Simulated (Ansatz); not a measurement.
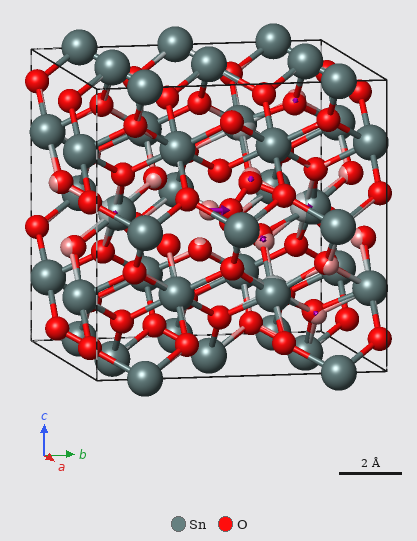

This is a relaxation of a defect cell of composition Sn23O49 (cell charge +1). The starting structure is drawn faded, the final one solid; purple arrows show the displacements, at their true length.

A ball-and-stick model of the cell of the calculation, reduced to other axes (origin shifted), seen slightly off an axis. Lengths and directions refer to the drawn axes.

These are results of DFT, PBEsol, PAW, plane waves in Ansatz 0.2.0, not measurements. Set-up: plane-wave cutoff 420 eV; k-point mesh 1 × 1 × 1; mesh shifted by (0.25, 0.25, 0.25); collinear spin; atoms relaxed in a fixed cell; force threshold 0.03 eV/Å; at most 80 steps.

### Atoms of which element are displaced furthest, and by how much?

Oxygen: up to 0.73 Å, against 0.26 Å for tin.

### Describe the change and its energy.

The atom that moves furthest is an O atom (0.73 Å along +b). Largest moves by element: O 0.73 Å, Sn 0.26 Å. The cell doesn't change. Near-neighbour distances that change, for instance: O–O 2.095 → 1.353 Å, O–O 2.046 → 1.355 Å, O–Sn 2.050 → 2.420 Å, O–Sn 2.086 → 2.413 Å. New bonds form, among them: O–O (2.05 → 1.35 Å), O–O (2.10 → 1.35 Å). Bond angles that change, for instance: O–Sn–O 78.5° → 58.8°, Sn–O–Sn 131.1° → 118.8°, O–Sn–O 177.7° → 166.7°. Over 9 geometry steps the energy falls by 2.547 eV per cell of the calculation. The largest force component goes from 1.1 to 0.012 eV/Å. The program noted that the starting moments weren't kept. Cost: 27 s on 1 × NVIDIA GB300 Max-Q with 8 threads of Arm Neoverse-V2, peak memory 2 GiB.

Limits of the set-up: the cell is charged, on a uniform background, and energies carry no finite-size correction.
